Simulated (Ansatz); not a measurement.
**Si₂C₃: density, localisation and related maps**

The calculation's input:

```
crystal:
  lattice:
    - [2.7192691195, 0.0, 0.0]
    - [-1.3596345598, 2.3549561372, 0.0]
    - [0.0, 0.0, 6.8609765281]
  atoms:
    - { symbol: Si, position: [0.3333333333, 0.6666666667, 0.172890349] }
    - { symbol: Si, position: [0.6666666667, 0.3333333333, 0.827109651] }
    - { symbol: C, position: [0.3333333333, 0.6666666667, 0.4677607224] }
    - { symbol: C, position: [0.6666666667, 0.3333333333, 0.5322392776] }
    - { symbol: C, position: [0.0, 0.0, 0.0] }
basis:
  ecutwfc: 420
kpoints:
  mp_grid: { grid: [18, 18, 6] }
  band_path:
    path:
      - [[0.0, 0.0, 0.0], [0.5, 0.0, 0.0], [0.33333333, 0.33333333, 0.0], [0.0, 0.0, 0.0], [0.0, 0.0, 0.5], [0.5, 0.0, 0.5], [0.33333333, 0.33333333, 0.5], [0.0, 0.0, 0.5]]
      - [[0.5, 0.0, 0.5], [0.5, 0.0, 0.0]]
      - [[0.33333333, 0.33333333, 0.5], [0.33333333, 0.33333333, 0.0]]
    npoints: 14
hamiltonian:
  xc: pbe
scf:
  occupations: { method: gaussian, width: 0.1 }
  n_extra_bands: 12
output:
  forces: true
  stress: true
  eigenvalues: true
  populations: true
  dos: { projected: true, de: 0.02, nscf_kmesh: { grid: [22, 22, 8] } }
  bader: true
  write_density: true
  write_potential: true
  elf: true
  volumetric_format: npy
```

Run with:

```sh
ansatz run input.yaml --threads 1 --pin off --max-ram 2560MiB --backend cpu --events-out ev --progress --plain --runs-dir out
```

Below, planes, directions and counts refer to the conventional cell (a = 2.72 Å, b = 2.72 Å, c = 6.86 Å, α = 90.00°, β = 90.00°, γ = 120.00°).

Space group P-3m1; a structure generated by program, which may or may not match a known phase.

The calculation used DFT PBE, scalar-relativistic, plane waves, PAW in Ansatz 0.2.0.

In a PAW calculation such maps are meaningful between the atoms, not at the nuclei.

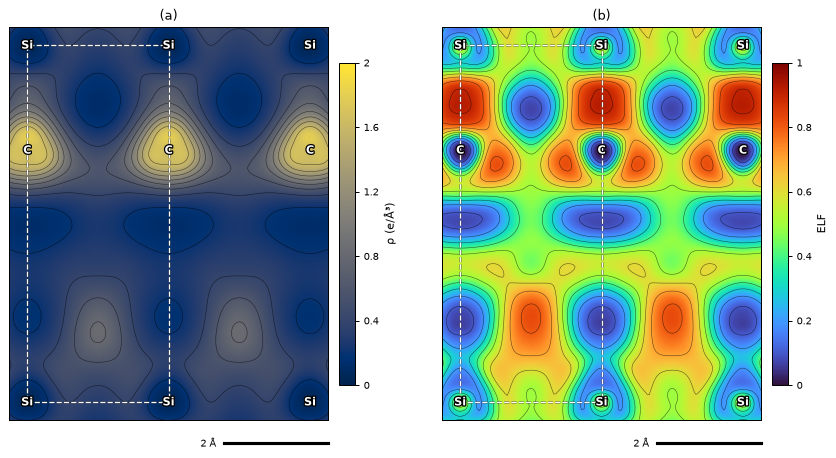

Figure 1. (a) valence charge density (pseudo); (b) ELF on the (100) plane of the conventional cell.

> What does the map show?

- Atoms in the plane: Si and C.
- Atoms just off the plane (Si, 0.8 Å away and C, 0.8 Å away) can leave unmarked features too.
- Si–C (2.02 Å): ρ at the midpoint is about 0.72 e/Å³; the ELF peaks at about 0.90 between the atoms.
- Between the atoms the lowest density in this plane is 0.12 e/Å³.

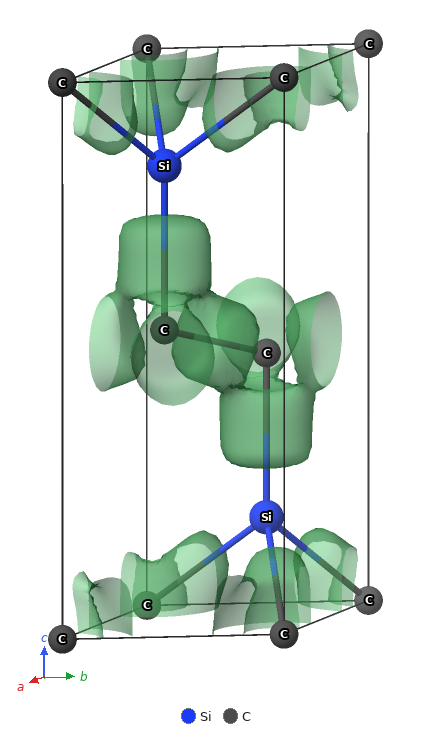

Figure 2. Isosurface of the electron localisation function at 0.7 (green), seen slightly off an axis. Only the valence region is drawn (cores and ρ < 0.01 e/Å³ removed). Sticks mark near contacts.

> Identify the bonds, lone pairs and shells in this picture.

At this value the surface marks out one region on C in which the atom's valence shell and bonds are merged and sheets that run through the cell in two directions, counted in one cell of 5 atoms. Regions shared between cells count once. Along the contacts the grid gives the following. C–C (1.63 Å): the ELF peaks at about 0.95 between the atoms. Si–C (1.97 Å): the ELF peaks at about 0.85 between the atoms.

> Which way does charge flow, and how much by Bader's partition?

Electrons move from Si towards C. Bader charges: Si +1.98 and C −2.99 to −0.49 e.

> Does the calculation make it a metal, or give it a gap?

It is gapless in this calculation (a metal or semimetal).
